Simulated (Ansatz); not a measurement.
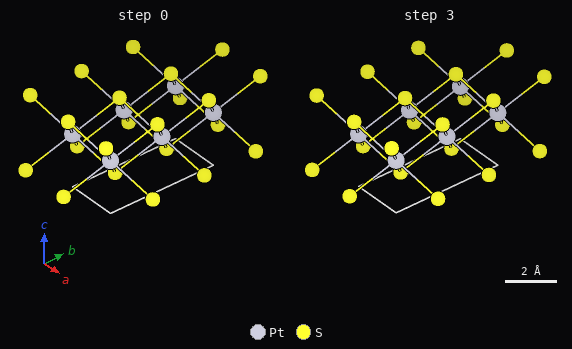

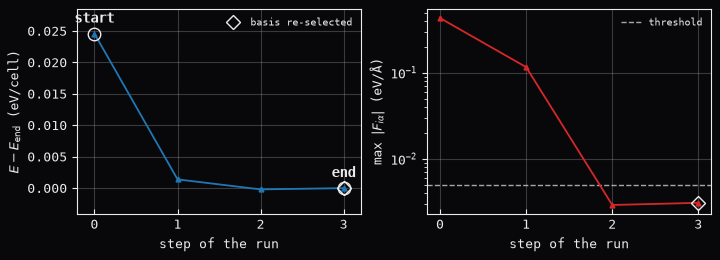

First and last geometry of a relaxation of a slab of composition PtS2, with the history of the run. The picture is a ball-and-stick view of the 1 × 2 repeat of the cell, outlined in the plane, without the vacuum, seen slightly off an axis.

All numbers below come from Ansatz 0.2.0, DFT, PBEsol, plane waves, PAW.

Input file:
```yaml
crystal:
  lattice:
    - [3.5754545132, 0.0, 0.0]
    - [-1.7877272566, 3.0964344385, 0.0]
    - [0.0, 0.0, 29.6849614792]
  atoms:
    - { symbol: Pt, position: [0.0, 0.0, 0.3031838194] }
    - { symbol: S, position: [0.3333333333, 0.6666666667, 0.3445564018] }
    - { symbol: S, position: [0.6666666667, 0.3333333333, 0.261811237] }
  periodic: [true, true, false]
kpoints:
  mp_grid: { grid: [12, 12, 1] }
hamiltonian:
  xc: pbesol
scf:
  occupations: { method: fermi_dirac, width: 0.02 }
relax:
  f_tol: 0.005
  cell: {}
```

What do the curves and the structures tell?

Answer. It converged. The energy falls by 24.6 meV per cell of the calculation in 2 accepted moves (3 points after the start). Largest force component: 0.43 eV/Å at the start, 0.0031 eV/Å at the end. At 1 point the geometry stayed and the basis and grid were re-selected for the new cell (energy shift of 0.2 meV per cell of the calculation at most each time). The largest moves, 0.012 Å, are those of S2 and S3. S3 goes along the normal (+c). Pt stays in place. In the plane the drawn cell goes a 3.575 → 3.537 Å (−1.1 %), b 7.151 → 7.074 Å (−1.1 %). Some distances before and after: Pt1–S2 2.402 → 2.377 Å. The run took about 4 s of wall time on a shared GPU.

```csv
step,"E − E(0), meV/atom","largest force component, eV/Å",note
0,0.00,0.4313,
1,-7.73,0.1164,
2,-8.26,0.0029,
3,-8.19,0.0031,"same geometry, new basis"
```
